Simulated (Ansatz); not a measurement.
# Single-point calculation, with input and output: Al13N12 (part 1 of 3)

Al13N12 (slab, 25 atoms in the cell), computed with DFT, PBE, dispersion d3bj, plane waves, PAW, spin-polarised (Ansatz 0.2.0).

The structure derives from an entry of the Crystallography Open Database. Some settings of this run were made unusual or wrong on purpose.

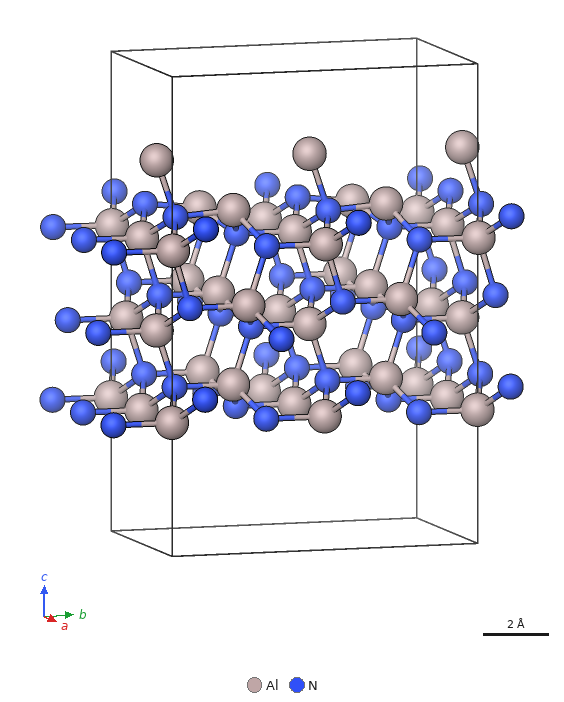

*The structure as given in the input (ball-and-stick view of the 1 × 2 repeat of the cell, with the vacuum cut short, seen slightly off an axis; bonded neighbours outside the cell are drawn too). An atom can appear more than once, as a periodic image.*

**Outcome**

| quantity | value |
| --- | --- |
| outcome | converged |
| electrons treated | 99 |
| free energy | −11623.6060 eV |
| Fermi energy | 0.648 eV |
| gap on the k-point mesh | none (metallic) |
| net moment of the cell | 0.00 μB |
| integrated absolute moment | 0.00 μB |
| largest force (length of the vector) | 2.537 eV/Å |
| hardware | 4 threads of Intel Xeon (Granite Rapids), 32 GiB of memory available, shared host |
| wall time | 68 s (CPU time 4.2 min) |
| peak memory | 2.1 GiB |

**Notes**

A setting was made wrong on purpose: an extremely tight threshold (`scf.convergence.dr2_threshold`). The threshold was met all the same, at the cost of more iterations. The program warns: the state was not tested for a lower one.

**Input**
```yaml
crystal:
  lattice:
    - [6.2188310381, 0.0, 0.0]
    - [0.0, 4.97878456, 0.0]
    - [0.0, 0.0, 25.2832766044]
  atoms:
    - { symbol: Al, position: [0.5, 0.9984424904, 0.3361906027] }
    - { symbol: Al, position: [0.0, 0.9984424904, 0.3361906027] }
    - { symbol: "N", position: [0.5, 0.6165575096, 0.3361906027] }
    - { symbol: "N", position: [0.0, 0.6165575096, 0.3361906027] }
    - { symbol: Al, position: [0.75, 0.4984424904, 0.3716927632] }
    - { symbol: Al, position: [0.25, 0.4984424904, 0.3716927632] }
    - { symbol: "N", position: [0.75, 0.1165575096, 0.3716927632] }
    - { symbol: "N", position: [0.25, 0.1165575096, 0.3716927632] }
    - { symbol: Al, position: [0.75, 0.9984424904, 0.4426970842] }
    - { symbol: Al, position: [0.25, 0.9984424904, 0.4426970842] }
    - { symbol: "N", position: [0.75, 0.6165575096, 0.4426970842] }
    - { symbol: "N", position: [0.25, 0.6165575096, 0.4426970842] }
    - { symbol: Al, position: [-0.0019208705, 0.4991138014, 0.4773651477] }
    - { symbol: Al, position: [0.5019208705, 0.4991138014, 0.4773651477] }
    - { symbol: "N", position: [-0.0004882076, 0.1175728535, 0.4772320459] }
    - { symbol: "N", position: [0.5004882076, 0.1175728535, 0.4772320459] }
    - { symbol: Al, position: [0.0042774945, 1.0036434717, 0.5493983365] }
    - { symbol: Al, position: [0.4957225055, 1.0036434717, 0.5493983365] }
    - { symbol: "N", position: [-0.0027746523, 0.6215746466, 0.5500019273] }
    - { symbol: "N", position: [0.5027746523, 0.6215746466, 0.5500019273] }
    - { symbol: Al, position: [0.25, 0.4786007606, 0.5754207036] }
    - { symbol: Al, position: [0.75, 0.5005796958, 0.5877432627] }
    - { symbol: "N", position: [0.25, 0.1218945505, 0.5827804652] }
    - { symbol: "N", position: [0.75, 0.1224820088, 0.5822936792] }
    - { symbol: Al, position: [0.75, -0.0004575056, 0.6535085428], spin: 1.0 }
basis:
  ecutwfc: 420
kpoints:
  mp_grid: { grid: [5, 6, 1] }
hamiltonian:
  xc: pbe
  dispersion: d3bj
scf:
  occupations: { method: gaussian, width: 0.05 }
  convergence: { dr2_threshold: 1.0e-20 }
  max_iter: 50
output:
  forces: true
  eigenvalues: true
magnetization:
  spin_polarized: true
efield:
  axis: 3
  dipole_correction: true
  ramp_width: 0.04
```

Launch command:
```bash
ansatz run input.yaml --threads 4 --pin off --max-ram 10240MiB --backend cpu --events-out ev --progress --plain --runs-dir out
```

**The program's output**
```
Engine: ansatz 0.2.0, x86_64-unknown-linux-gnu
Pseudopotentials: kind: paw
Pseudopotential: Al, paw, valence charge 3, recommended cutoff 420 eV (normal), Al.paw.azcp
Pseudopotential: N, paw, valence charge 5, recommended cutoff 420 eV (normal), N.paw.azcp
Functional definition: PBE
  parameter kappa = 0.804
  parameter beta = 0.06672455060314922
  exchange = pbe_x(kappa = kappa, mu = beta*pi^2/3)
  correlation = pbe_c(beta = beta)
Crystal: 25 atoms, lattice volume = 782.826 Å³
Basis set: ecut = 420 eV, 15353 PW (Γ), exchange–correlation on 90×72×360 points (8 copies of the dense FFT grid, shifted against one another)
Bands: 75, of which v1, the nominal top of the filled ones, is band 50 counted from 1 (49 counted from 0)
Symmetry: 2 space group operations
k-points: 12 of 30 (time reversal used)
Non-local potential: Al, projectors of the file, l = 0: 2, l = 1: 2, l = 2: 1
Non-local potential: N, projectors of the file, l = 0: 2, l = 1: 2, l = 2: 1
PAW form: soft (Blöchl's): semilocal exchange-correlation on the pseudo side does not see the compensation charge
PAW one-centre angular grid: Al, 110 points (default); XC on 64 Gauss nodes
PAW one-centre angular grid: N, 110 points (default); XC on 64 Gauss nodes
Initial density: superposition of atomic densities (neutral atoms: chi_scale 0, normalization atom)
Starting moments: Σ|m| = 1 μB on 1 of 25 sites
Initial wavefunctions: pseudopotential atomic-orbital guess
Functional: x = pbe(κ = 0.804, μ = 0.2195149727645171), c = pbe(β = 0.06672455060314922)
```
